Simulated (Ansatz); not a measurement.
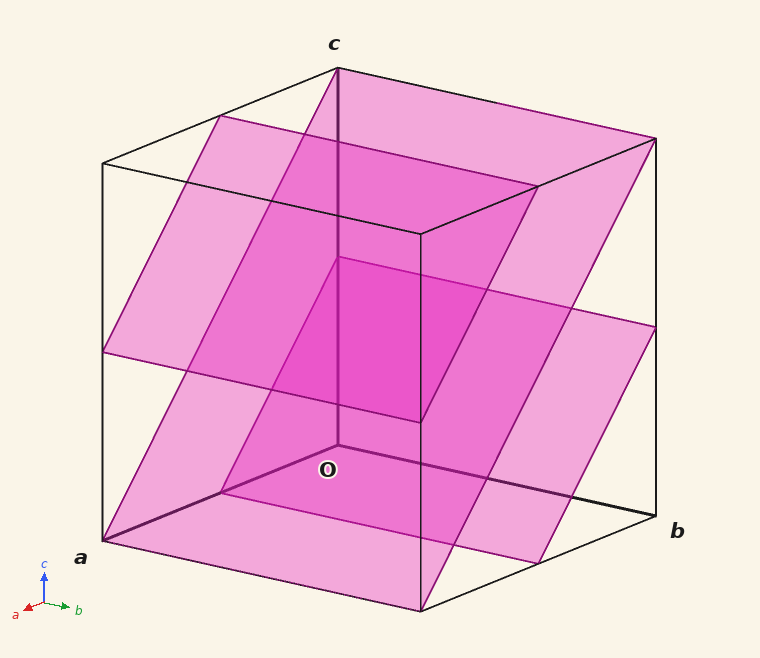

Crystal: Ti, coordinates from a relaxation with Ansatz, DFT, LDA (PW92), plane waves (420 eV) with PAW, scalar-relativistic; the starting structure was generated, so it need not be a known form of this composition. Every member of one family of equally spaced planes, hx + ky + lz = a whole number, that cuts the unit cell is shaded (one member passes through the origin O, touching the cell only at an edge or corner). Symmetry computed with spglib at a tolerance of 0.002 Å; standard conventional cell.

a = 5.044 Å, b = 5.044 Å, c = 5.044 Å, α = 90.00°, β = 90.00°, γ = 90.00°.

**What are the Miller indices?**

(2 0 2); the opposite sign names the same planes. The member next to the origin meets the axes a at 1/2, b never, c at 1/2.

**What is the spacing?**

d = 1.783 Å.

**The space group is Pm-3n, No. 223. How many reflections hkl are equivalent to this one (itself included), and does it occur?**

12 reflections are equivalent in the Laue class m-3m. The space group allows the reflection.
